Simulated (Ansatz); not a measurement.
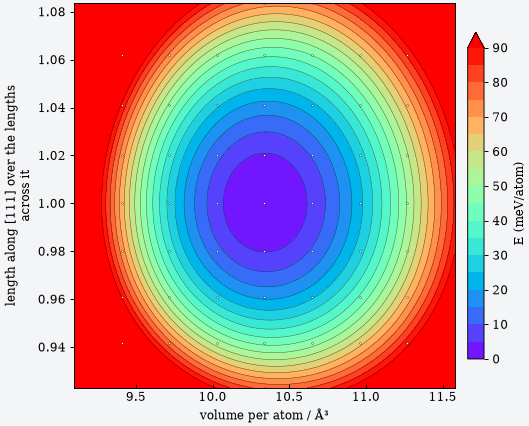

Energy landscape of SiC (F-43m, No. 216; 2 atoms in the cell). The energy is mapped over volume and the cell's shape. Coordinates scanned: (1) volume per atom; (2) length along [111] over the lengths across it, relative to the cubic cell. Nothing is relaxed (fractional coordinates fixed). Grid: 9 × 9 points. Points are written as (first, second). Energies: meV/atom, counted from the lowest grid point. Theory: DFT PBEsol, scalar-relativistic, plane waves, PAW (Ansatz 0.2.0). Settings: cutoff 520 eV, k-mesh 12×12×12, gaussian smearing 0.05 eV, no spin polarisation.

The picture shows filled contours, dots at the grid points, one colour for all values above the top of the scale. Between grid points the surface is interpolated. 

> Describe this landscape.

The lowest grid point is at (10.34 Å³, 1.000). It is the only kind of minimum in the scanned range. The highest grid point, (9.10 Å³, 0.923), lies 223 meV/atom above the lowest. Round the minimum the two coordinates are nearly uncoupled. The gap on the k-mesh is 1.2 eV at the lowest point and runs from 0.7 to 1.3 eV over the map.

The input of one point:

```yaml
crystal:
  lattice:
    - [0.0, 2.17839457, 2.17839457]
    - [2.17839457, 0.0, 2.17839457]
    - [2.17839457, 2.17839457, 0.0]
  atoms:
    - { symbol: Si, position: [0.0, 0.0, 0.0] }
    - { symbol: C, position: [0.75, 0.75, 0.75] }
basis:
  ecutwfc: 520.0
kpoints:
  mp_grid: { grid: [12, 12, 12] }
hamiltonian:
  xc: pbesol
  pseudopotentials: { kind: paw, azcp: { folder: soft_1 } }
scf:
  occupations: { method: gaussian, width: 0.05 }
output:
  forces: true
  stress: true
  eigenvalues: true
```

Time for the 81 points that were run: 7.8 min on 1 thread of Arm Neoverse V1, with other jobs on the host.
